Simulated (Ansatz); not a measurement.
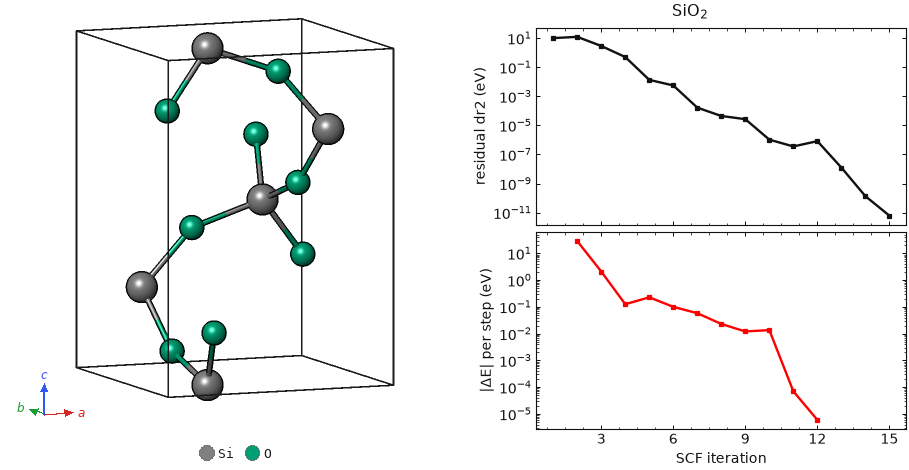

Beside the plot: the structure in its conventional cell.

The plot shows the SCF iterations of a calculation: density residual dr2, step-to-step change of the Harris–Foulkes energy. Energy differences below 3 × 10⁻⁶ eV aren't drawn. dr2 is the charge part; the magnetisation has a residual of its own.

SiO$_{2}$ (12 atoms in the cell), run with Ansatz.

```
crystal:
  lattice:
    - [5.0837000239, 0.0, 0.0]
    - [0.0, 5.0837000239, 0.0]
    - [0.0, 0.0, 7.1008765318]
  atoms:
    - { symbol: Si, position: [0.2938575577, 0.2938575577, 0.0] }
    - { symbol: Si, position: [0.2061424423, 0.7938575577, 0.25] }
    - { symbol: Si, position: [0.7061424423, 0.7061424423, 0.5] }
    - { symbol: Si, position: [0.7938575577, 0.2061424423, 0.75] }
    - { symbol: O, position: [0.2411800976, 0.093452608, 0.174225779] }
    - { symbol: O, position: [0.406547392, 0.7411800976, 0.424225779] }
    - { symbol: O, position: [0.7588199024, 0.906547392, 0.674225779] }
    - { symbol: O, position: [0.593452608, 0.2588199024, 0.924225779] }
    - { symbol: O, position: [0.7411800976, 0.406547392, 0.575774221] }
    - { symbol: O, position: [0.906547392, 0.7588199024, 0.325774221] }
    - { symbol: O, position: [0.2588199024, 0.593452608, 0.075774221] }
    - { symbol: O, position: [0.093452608, 0.2411800976, 0.825774221] }
basis:
  ecutwfc: 420
kpoints:
  mp_grid: { grid: [6, 6, 4] }
hamiltonian:
  xc: pbe
scf:
  occupations: { method: gaussian, width: 0.02 }
  max_iter: 80
output:
  forces: true
  eigenvalues: true
  stress: true
magnetization:
  spin_polarized: true
  initial_magnetization: 7
```

Command:
```bash
ansatz run input.yaml --threads 4 --pin off --max-ram 10240MiB --backend cpu --events-out ev --progress --plain --runs-dir out
```

Q: Did the calculation converge?

A: The run converged; it took 15 iterations. The residual comes down, with one marked jump up, by a factor of about 2, at step 12. The program keeps the magnetisation out of the quasi-Newton mixer until iteration 8 and then restarts the mixer with it.

Q: What is the residual at the start and at the end?

A: It starts near 10 and ends near 6 × 10⁻¹² eV.

Q: Is anything amiss with this input?

A: The input holds an odd setting (an impossible spin), but it does no harm here: the energy lies within 1 meV per atom of a run with usual settings.
